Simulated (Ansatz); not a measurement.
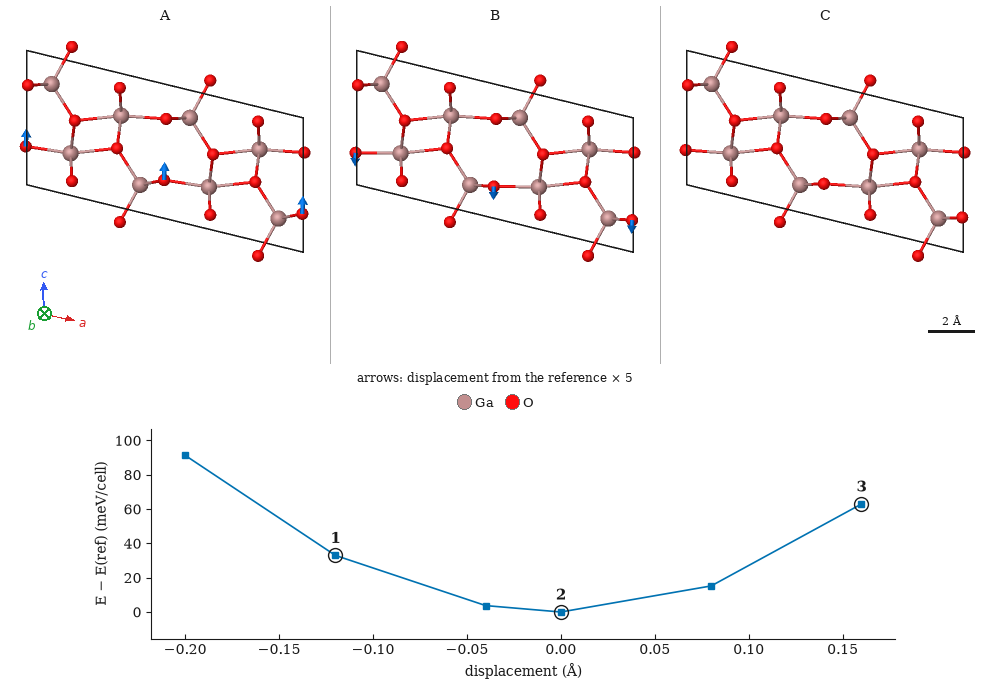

Energy scan for solid Ga2O3 (C2/m), in which an O atom (one in each cell of 10 atoms) is moved towards the nearest copy of atom 10 (O) at 2.838 Å, all else fixed. The frames are shuffled; the numbered points of the plot belong to them. Style: ball-and-stick. Shown: the conventional cell (2 times the calculation's cell), along the b axis. Blue arrows: displacements from the reference. Lengths and directions refer to the drawn axes.

The calculation used Ansatz 0.2.0, DFT PBE, scalar-relativistic, plane waves, PAW. Set-up: plane-wave cutoff 420 eV; k-point mesh 10 × 10 × 6; occupations gaussian; smearing width 0.05 eV; no spin polarisation. Energies (free energies at the smearing named) are counted from the relaxed crystal.

Match the frames to the points.

Point 1 is frame B (the displacement −0.12 Å, 33.0 meV/cell); 2 is frame C (the displacement 0.00 Å, 0.0 meV/cell); 3 is frame A (the displacement 0.16 Å, 63.0 meV/cell). The lowest computed point lies at the displacement 0.00 Å (0.0 meV/cell). The curvature at zero is about 4.7 eV/Å². The distortion takes the space group from C2/m to Cm.
